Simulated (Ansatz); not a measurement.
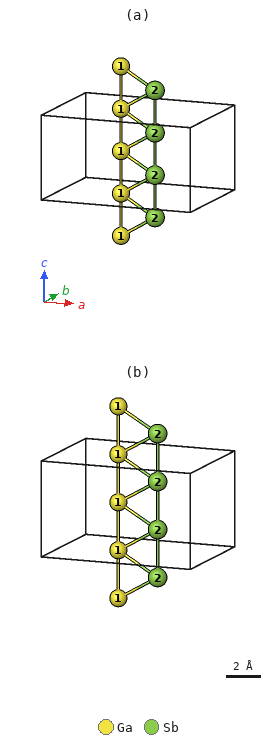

The structure of a wire of composition GaSb before (top) and after (bottom) a relaxation, at one scale.

A ball-and-stick model of the 2 repeat of the cell, with the vacuum cut short, seen slightly off an axis.

Case: strip chain of atoms.

Computed with DFT PBE, scalar-relativistic, plane waves, PAW (Ansatz). Settings: plane-wave cutoff 420 eV; k-point mesh 1 × 1 × 25; occupations gaussian; smearing width 0.05 eV; collinear spin; cell relaxed at fixed a, b, alpha, beta, gamma; force threshold 0.01 eV/Å; at most 45 steps.

> What changed between the two?

Over 5 accepted moves (7 points after the start) the energy falls by 1.075 eV per cell of the calculation. The largest force component goes from 3.4 to 0.00032 eV/Å. The SCF was repeated twice at an unchanged geometry on a basis and grid sized afresh for the cell, which shifted the energy by 3.3 meV per cell of the calculation at most. The largest moves relative to the layer's centre, 0.17 Å, are those of Ga1 and Sb2. By element the largest moves are Ga 0.17 Å, Sb 0.17 Å. Along the periodic axis the drawn cell goes c 5.134 → 5.813 Å (+13.2 %). Some distances before and after: Ga1–Sb2 2.529 → 2.902 Å, Sb2–Sb2 2.567 → 2.906 Å, Ga1–Ga1 2.567 → 2.906 Å. The program noted that the starting moments weren't kept. The run may lie on a higher electronic state than the lowest, so the end point isn't shown to be the ground-state structure.

Limits of the set-up: the k-point mesh is coarse for a cell with partly filled bands.
